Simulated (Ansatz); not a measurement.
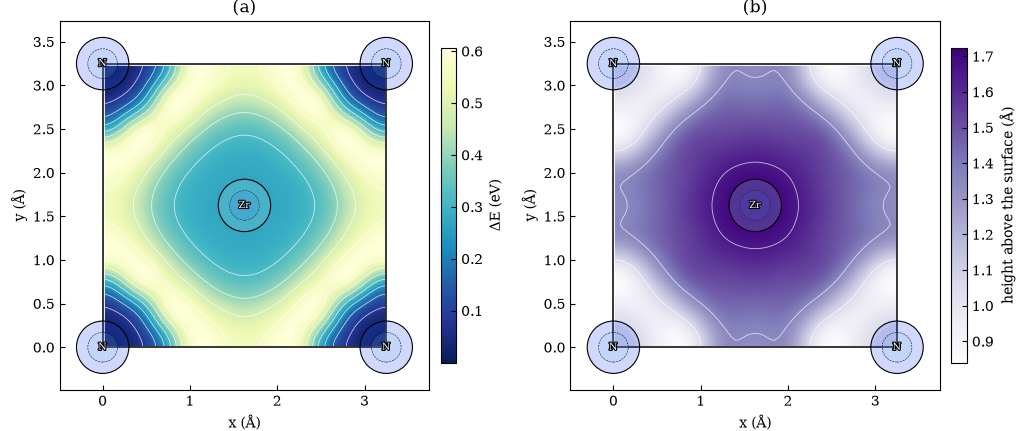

H on a ZrN(100) slab cut from the Fm-3m phase, its upper half relaxed before the scan (6 atoms of substrate and one adsorbate in a 1 × 1 cell). H is moved over the surface cell; relaxed at each place: the height of the adsorbate's atoms; substrate rigid; the origin of the map has the adsorbate above N6. Places are given modulo a cell vector. The map is drawn in real space over the plane of the surface. The grid has 8 × 8 points; 15 points were computed and 49 follow by symmetry. Energies: eV, counted from the lowest grid point. With one adsorbate in each 1 × 1 cell, its nearest image is 3.2 Å away, so neighbouring adsorbates interact. Method: DFT PBE, scalar-relativistic, plane waves, PAW in Ansatz 0.2.0. Settings: cutoff 420 eV, k-mesh 8×8×1, gaussian smearing 0.1 eV, no spin polarisation.

Panel (a) is the energy and panel (b) the computed height above the surface on the same grid.

Drawn: a smooth colour map with a few white contour lines, labelled circles for the atoms of the top layer and small ones for the second layer, the outline of one cell of the plane. Between grid points the surface is interpolated.

How does the height above the surface vary over the map, and what is it at the lowest grid point?

Answer. It runs from 0.86 Å at (0/8, 2/8) of the cell vectors [nearest 1 N at 1.19 Å] to 1.72 Å at the top site over a surface Zr atom, (4/8, 4/8) of the cell vectors. At the lowest grid point, the top site over a surface N atom, (0/8, 0/8) of the cell vectors, it is 1.06 Å.

```csv
"second ↓, first →",0/8,1/8,2/8,3/8,4/8,5/8,6/8,7/8
7/8,1.00,0.95,1.13,1.40,1.42,1.40,1.13,0.95
6/8,0.86,1.13,1.45,1.53,1.55,1.53,1.45,1.13
5/8,1.28,1.40,1.53,1.63,1.67,1.63,1.53,1.40
4/8,1.33,1.42,1.55,1.67,1.72,1.67,1.55,1.42
3/8,1.28,1.40,1.53,1.63,1.67,1.63,1.53,1.40
2/8,0.86,1.13,1.45,1.53,1.55,1.53,1.45,1.13
1/8,1.00,0.95,1.13,1.40,1.42,1.40,1.13,0.95
0/8,1.06,1.00,0.86,1.28,1.33,1.28,0.86,1.00
```

PAW datasets: the set soft_1.
